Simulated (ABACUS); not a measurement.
# Band-structure run, with input and output: PbS (part 1 of 3)

- system: PbS (Cmcm, 4 atoms in the cell)
- method: Kohn-Sham DFT of a periodic cell, PBE, spin-orbit coupling, PseudoDojo NC FR 0.4 PBE stringent, no spin polarisation (ABACUS 3.10.1)

The structure derives from a Materials Project entry.

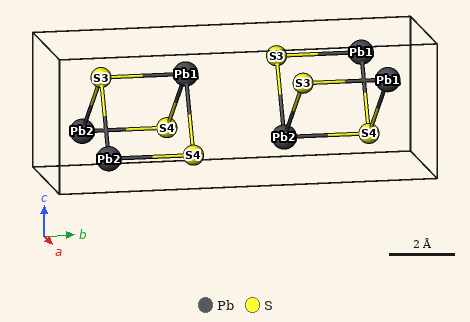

**Figure 1.** The structure as given in the input (ball-and-stick view of the cell 2 times as large as that of the calculation, set on its symmetry axes, seen slightly off an axis; atoms are numbered from 1 in the order of the input). Near neighbours in the crystal (not all of them lie inside the picture): Pb has 5 S at 2.69 to 2.99 Å; S has 5 Pb at 2.69 to 2.99 Å.

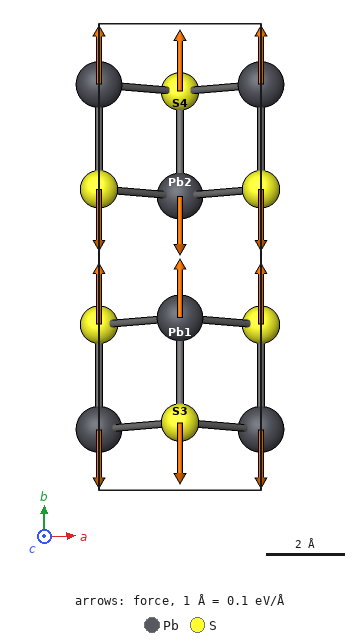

**Figure 2.** Forces on the atoms as orange arrows (ball-and-stick view of the cell 2 times as large as that of the calculation, set on its symmetry axes, along the c axis; atoms are numbered from 1 in the order of the input). The largest act on S3, S4 (0.16 eV/Å); Pb1, Pb2 (0.15 eV/Å). The geometry is not a stationary point of this energy.

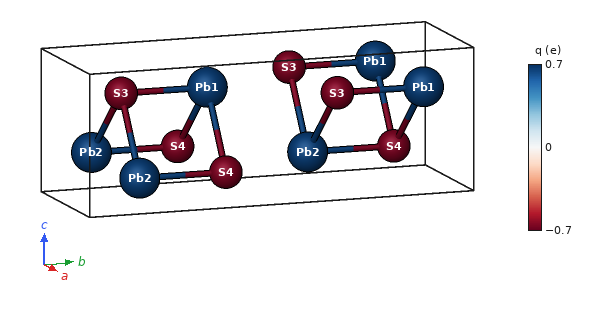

**Figure 3.** Mulliken charges, as the colour of each atom (ball-and-stick view of the cell 2 times as large as that of the calculation, set on its symmetry axes, seen slightly off an axis; atoms are numbered from 1 in the order of the input). By element: Pb +0.67 and S −0.67 e.

The input that produced these results follows, with the program's output.

Input file:
```python
"""ABACUS run from a structure file: ASE reads it, the script writes STRU, KPT and INPUT."""
import re
import subprocess
from ase.io import read
from ase.units import Bohr

atoms = read("PbS.cif")
atoms = atoms[(-atoms.numbers).argsort(kind="stable")]  # ABACUS lists atoms element by element
pseudo = {'Pb': 'Pb.upf', 'S': 'S.upf'}
orbital = {'Pb': 'Pb_confined-atom_8au_3s3p2d.orb', 'S': 'S_confined-atom_7au_2s2p1d.orb'}
magmoms = None
kmesh = [4, 4, 4]
params = {
    'suffix': 'PbS',
    'calculation': 'scf',
    'basis_type': 'lcao',
    'pseudo_dir': './',
    'orbital_dir': './',
    'symmetry': 0,
    'dft_functional': 'pbe',
    'ecutwfc': 100,
    'pseudo_rcut': 10,
    'nspin': 4,
    'nbands': 80,
    'ks_solver': 'genelpa',
    'smearing_method': 'fd',
    'smearing_sigma': 0.00367493,
    'scf_thr': 1e-07,
    'scf_nmax': 100,
    'mixing_type': 'broyden',
    'mixing_beta': 0.4,
    'cal_force': 1,
    'cal_stress': 1,
    'noncolin': 0,
    'lspinorb': 1,
    'out_mul': 1,
    'out_chg': 1,
}

symbols = atoms.get_chemical_symbols()
elements = list(dict.fromkeys(symbols))
lines = ["ATOMIC_SPECIES"] + [f"{e} {atoms.get_masses()[symbols.index(e)]:.4f} {pseudo[e]}" for e in elements]
if orbital:
    lines += ["", "NUMERICAL_ORBITAL"] + [orbital[e] for e in elements]
lines += ["", "LATTICE_CONSTANT", f"{1 / Bohr:.10f}", "", "LATTICE_VECTORS"]
lines += [" ".join(f"{x:.10f}" for x in v) for v in atoms.cell]
lines += ["", "ATOMIC_POSITIONS", "Direct"]
for e in elements:
    lines += ["", e, "0.0", str(symbols.count(e))]
    for i, p in enumerate(atoms.get_scaled_positions(wrap=False)):
        if symbols[i] == e:
            mag = "" if magmoms is None else " mag " + " ".join(str(x) for x in (magmoms[i] if isinstance(magmoms[i], list) else [magmoms[i]]))
            lines.append(" ".join(f"{x:.10f}" for x in p) + " 1 1 1" + mag)
open("STRU", "w").write("\n".join(lines) + "\n")
open("KPT", "w").write("K_POINTS\n0\nGamma\n%d %d %d 0 0 0\n" % tuple(kmesh))
open("INPUT", "w").write("INPUT_PARAMETERS\n" + "".join(f"{k:<20s}{v}\n" for k, v in params.items()))

done = subprocess.run(['mpirun', '-np', '4', 'abacus'])
if done.returncode:
    raise SystemExit(done.returncode)
log = open("OUT.PbS/running_scf.log").read()
print("final energy (eV):", re.findall(r"FINAL_ETOT_IS (\S+)", log))
```

File PbS.cif:
```
data_PbS
_cell_length_a 6.34206917
_cell_length_b 6.34206917
_cell_length_c 4.27932094
_cell_angle_alpha 90.00000000
_cell_angle_beta 90.00000000
_cell_angle_gamma 141.70984795
_space_group_name_H-M_alt 'P1'
_space_group_name_Hall 'P 1'
_space_group_IT_number 1
loop_
_space_group_symop_operation_xyz
'x,y,z'
loop_
_atom_site_label
_atom_site_type_symbol
_atom_site_symmetry_multiplicity
_atom_site_Wyckoff_symbol
_atom_site_fract_x
_atom_site_fract_y
_atom_site_fract_z
_atom_site_occupancy
Pb1 Pb 1 a 0.1305633500 0.8694366500 0.2500000000 1
Pb2 Pb 1 a 0.8694366500 0.1305633500 0.7500000000 1
S1 S 1 a 0.3547970900 0.6452029100 0.2500000000 1
S2 S 1 a 0.6452029100 0.3547970900 0.7500000000 1
```

File INPUT:
```
INPUT_PARAMETERS
suffix              PbS
calculation         scf
basis_type          lcao
pseudo_dir          ./
orbital_dir         ./
symmetry            0
dft_functional      pbe
ecutwfc             100
pseudo_rcut         10
nspin               4
nbands              80
ks_solver           genelpa
smearing_method     fd
smearing_sigma      0.00367493
scf_thr             1e-07
scf_nmax            100
mixing_type         broyden
mixing_beta         0.4
cal_force           1
cal_stress          1
noncolin            0
lspinorb            1
out_mul             1
out_chg             1
```

File STRU:
```
ATOMIC_SPECIES
Pb 207.2000 Pb.upf
S 32.0600 S.upf

NUMERICAL_ORBITAL
Pb_confined-atom_8au_3s3p2d.orb
S_confined-atom_7au_2s2p1d.orb

LATTICE_CONSTANT
1.8897261258

LATTICE_VECTORS
6.3420691700 0.0000000000 0.0000000000
-4.9777815536 3.9298259709 0.0000000000
0.0000000000 0.0000000000 4.2793209400

ATOMIC_POSITIONS
Direct

Pb
0.0
2
0.1305633500 0.8694366500 0.2500000000 1 1 1
0.8694366500 0.1305633500 0.7500000000 1 1 1

S
0.0
2
0.3547970900 0.6452029100 0.2500000000 1 1 1
0.6452029100 0.3547970900 0.7500000000 1 1 1
```

File KPT:
```
K_POINTS
0
Gamma
4 4 4 0 0 0
```

Run as:
```bash
OMP_NUM_THREADS=1 python run_abacus.py > log
```

Log:
```
ABACUS v3.10.1

               Atomic-orbital Based Ab-initio Computation at UStc

 ------------------------------------------------------------------------------------

 READING GENERAL INFORMATION
                           global_out_dir = OUT.PbS/
                           global_in_card = INPUT
                               pseudo_dir = ./
                              orbital_dir = ./
                                    DSIZE = 4
                                    GSIZE = 1

 READING UNITCELL INFORMATION
                                    ntype = 2
                  lattice constant (Bohr) = 1.88973
              lattice constant (Angstrom) = 1

 READING ATOM TYPE 1
                               atom label = Pb
                      L=0, number of zeta = 3
                      L=1, number of zeta = 3
                      L=2, number of zeta = 2
             number of atom for this type = 2
               magnetization of element 1 = [ 0, 0, 0 ]

 READING ATOM TYPE 2
                               atom label = S
                      L=0, number of zeta = 2
                      L=1, number of zeta = 2
                      L=2, number of zeta = 1
             number of atom for this type = 2
               magnetization of element 2 = [ 0, 0, 0 ]

                        TOTAL ATOM NUMBER = 4
DIRECT COORDINATES
    atom                   x                   y                   z     mag                  vx                  vy                  vz
taud_Pb1            0.1305633500        0.8694366500        0.2500000000  0.0000        0.0000000000        0.0000000000        0.0000000000
taud_Pb2            0.8694366500        0.1305633500        0.7500000000  0.0000        0.0000000000        0.0000000000        0.0000000000
taud_S1            0.3547970900        0.6452029100        0.2500000000  0.0000        0.0000000000        0.0000000000        0.0000000000
taud_S2            0.6452029100        0.3547970900        0.7500000000  0.0000        0.0000000000        0.0000000000        0.0000000000

                          Volume (Bohr^3) = 719.74
                             Volume (A^3) = 106.654

 Lattice vectors: (Cartesian coordinate: in unit of a_0)
             +6.34207                  +0                  +0
             -4.97778            +3.92983                  +0
                   +0                  +0            +4.27932
 Reciprocal vectors: (Cartesian coordinate: in unit of 2 pi/a_0)
            +0.157677           +0.199725                  -0
                   -0           +0.254464                  -0
                   +0                  -0           +0.233682
 The esolver type has been set to : ksdft_lcao

                PAO radial cut off (Bohr) = 10

 Read in pseudopotential file is Pb.upf
                     pseudopotential type = NC
          exchange-correlation functional = PBE
                 nonlocal core correction = 1
                        valence electrons = 22
                                     lmax = 2
                           number of zeta = 8
                     number of projectors = 10
                           L of projector = 0
                           L of projector = 0
                           L of projector = 1
                           L of projector = 1
                           L of projector = 1
                           L of projector = 1
                           L of projector = 2
                           L of projector = 2
                           L of projector = 2
                           L of projector = 2
                PAO radial cut off (Bohr) = 10

 Read in pseudopotential file is S.upf
                     pseudopotential type = NC
          exchange-correlation functional = PBE
                 nonlocal core correction = 1
                        valence electrons = 6
                                     lmax = 2
                           number of zeta = 3
                     number of projectors = 10
                           L of projector = 0
                           L of projector = 0
                           L of projector = 1
                           L of projector = 1
                           L of projector = 1
                           L of projector = 1
                           L of projector = 2
                           L of projector = 2
                           L of projector = 2
                           L of projector = 2
     initial pseudo atomic orbital number = 68

 SETUP THE ELECTRONS NUMBER
            electron number of element Pb = 22
      total electron number of element Pb = 44
             electron number of element S = 6
       total electron number of element S = 12
            AUTOSET number of electrons:  = 56
                           occupied bands = 56
                                   NLOCAL = 140
                                   NBANDS = 80
                                   NBANDS = 80
                                   NLOCAL = 140

%%%%%%%%%%%%%%%%%%%%%%%%%%%%%%%%%%%%%%%%%%%%%%%%%%%%%%%%%%%%%%%%%%%%%%%%%%%%%%%%%%%%%%%%%%%%%%%%%%%%%%%%%%
 Warning: the number of valence electrons in pseudopotential > 4 for Pb: [Xe] 4f14 5d10 6s2 6p2
 Pseudopotentials with additional electrons can yield (more) accurate outcomes, but may be less efficient.
 If you're confident that your chosen pseudopotential is appropriate, you can safely ignore this warning.
%%%%%%%%%%%%%%%%%%%%%%%%%%%%%%%%%%%%%%%%%%%%%%%%%%%%%%%%%%%%%%%%%%%%%%%%%%%%%%%%%%%%%%%%%%%%%%%%%%%%%%%%%%

 SETUP THE PLANE WAVE BASIS
 energy cutoff for charge/potential (unit:Ry) = 400
            fft grid for charge/potential = [ 80, 80, 54 ]
                        fft grid division = [ 5, 5, 2 ]
        big fft grid for charge/potential = [ 16, 16, 27 ]
                                     nbxx = 1792
                                     nrxx = 89600

 SETUP PLANE WAVES FOR CHARGE/POTENTIAL
                    number of plane waves = 97135
                         number of sticks = 2833

 PARALLEL PW FOR CHARGE/POTENTIAL
     PROC   COLUMNS(POT)             PW
        1            708          24284
        2            708          24284
        3            708          24284
        4            709          24283
 --------------- sum -------------------
        4           2833          97135
                            number of |g| = 8428
                                  max |g| = 36.1798
                                  min |g| = 0

----------- Double Check Mixing Parameters Begin ------------
mixing_type: broyden
mixing_beta: 0.4
mixing_gg0: 1
mixing_gg0_min: 0.1
mixing_beta_mag: 1.6
mixing_gg0_mag: 0
mixing_ndim: 8
----------- Double Check Mixing Parameters End ------------

 SETUP K-POINTS
                                    nspin = 4
                   Input type of k points = Monkhorst-Pack(Gamma)
                                   nkstot = 64
K-POINTS DIRECT COORDINATES
 KPOINTS    DIRECT_X    DIRECT_Y    DIRECT_Z  WEIGHT
       1  0.00000000  0.00000000  0.00000000  0.0156
       2  0.25000000  0.00000000  0.00000000  0.0156
       3  0.50000000  0.00000000  0.00000000  0.0156
       4  0.75000000  0.00000000  0.00000000  0.0156
       5  0.00000000  0.25000000  0.00000000  0.0156
       6  0.25000000  0.25000000  0.00000000  0.0156
       7  0.50000000  0.25000000  0.00000000  0.0156
       8  0.75000000  0.25000000  0.00000000  0.0156
       9  0.00000000  0.50000000  0.00000000  0.0156
      10  0.25000000  0.50000000  0.00000000  0.0156
      11  0.50000000  0.50000000  0.00000000  0.0156
      12  0.75000000  0.50000000  0.00000000  0.0156
      13  0.00000000  0.75000000  0.00000000  0.0156
      14  0.25000000  0.75000000  0.00000000  0.0156
      15  0.50000000  0.75000000  0.00000000  0.0156
      16  0.75000000  0.75000000  0.00000000  0.0156
      17  0.00000000  0.00000000  0.25000000  0.0156
      18  0.25000000  0.00000000  0.25000000  0.0156
      19  0.50000000  0.00000000  0.25000000  0.0156
      20  0.75000000  0.00000000  0.25000000  0.0156
      21  0.00000000  0.25000000  0.25000000  0.0156
      22  0.25000000  0.25000000  0.25000000  0.0156
      23  0.50000000  0.25000000  0.25000000  0.0156
      24  0.75000000  0.25000000  0.25000000  0.0156
      25  0.00000000  0.50000000  0.25000000  0.0156
      26  0.25000000  0.50000000  0.25000000  0.0156
      27  0.50000000  0.50000000  0.25000000  0.0156
      28  0.75000000  0.50000000  0.25000000  0.0156
      29  0.00000000  0.75000000  0.25000000  0.0156
      30  0.25000000  0.75000000  0.25000000  0.0156
[... 34 further k points ...]

           k-point number in this process = 64
       minimum distributed K point number = 64

[... K-POINTS CARTESIAN COORDINATES: 64 rows ...]

[... K-POINTS DIRECT COORDINATES: 64 rows ...]

 SETUP PLANE WAVES FOR WAVE FUNCTIONS
     energy cutoff for wavefunc (unit:Ry) = 100
              fft grid for wave functions = [ 80, 80, 54 ]
                    number of plane waves = 17723
                         number of sticks = 911

 PARALLEL PW FOR WAVE FUNCTIONS
     PROC   COLUMNS(POT)             PW
        1            227           4431
        2            227           4431
        3            229           4431
        4            228           4430
 --------------- sum -------------------
        4            911          17723

 SET NONLOCAL PSEUDOPOTENTIAL PROJECTORS
 SET NONLOCAL PSEUDOPOTENTIAL PROJECTORS
 max number of nonlocal projetors among all species is 10

 -------------------------------------------
 SELF-CONSISTENT
 -------------------------------------------

 SETUP SEARCHING RADIUS FOR PROGRAM TO SEARCH ADJACENT ATOMS
                  longest orb rcut (Bohr) = 8
   longest nonlocal projector rcut (Bohr) = 1.66
                     search radius (Bohr) = 19.3
              searching radius is (Bohr)) = 19.3
         searching radius unit is (Bohr)) = 1.89
                         PeriodicBoundary = 1
                        Radius(unit:lat0) = 10.2
                                   glayer = [ 4, 4, 4 ]
                             glayer_minus = [ 3, 3, 3 ]

Find the coordinate range of the input atom(unit:lat0).
                                  min_tau = [ -37.5, -11.3, -11.8 ]
                                  max_tau = [ 38.8, 15.2, 16 ]
                                BoxNumber = [ 7, 7, 7 ]

 SETUP EXTENDED REAL SPACE GRID FOR GRID INTEGRATION
                          real space grid = [ 80, 80, 54 ]
                 big cell numbers in grid = [ 16, 16, 27 ]
             meshcell numbers in big cell = [ 5, 5, 2 ]
                        extended fft grid = [ 18, 18, 27 ]
                dimension of extened grid = [ 53, 53, 82 ]
                            UnitCellTotal = 100
              Atom number in sub-FFT-grid = 4
    Local orbitals number in sub-FFT-grid = 140
                                ParaV.nnr = 120292
                                 init_chg = atomic

 LCAO ALGORITHM --------------- ION=   1  ELEC=   1--------------------------------
total magnetism (Bohr mag/cell)	1.96021e-16	-4.43224e-16	-1.60174e-15
       absolute magnetism (Bohr mag/cell) = 6.34852e-15

 Density error is 0.0514181563076
```
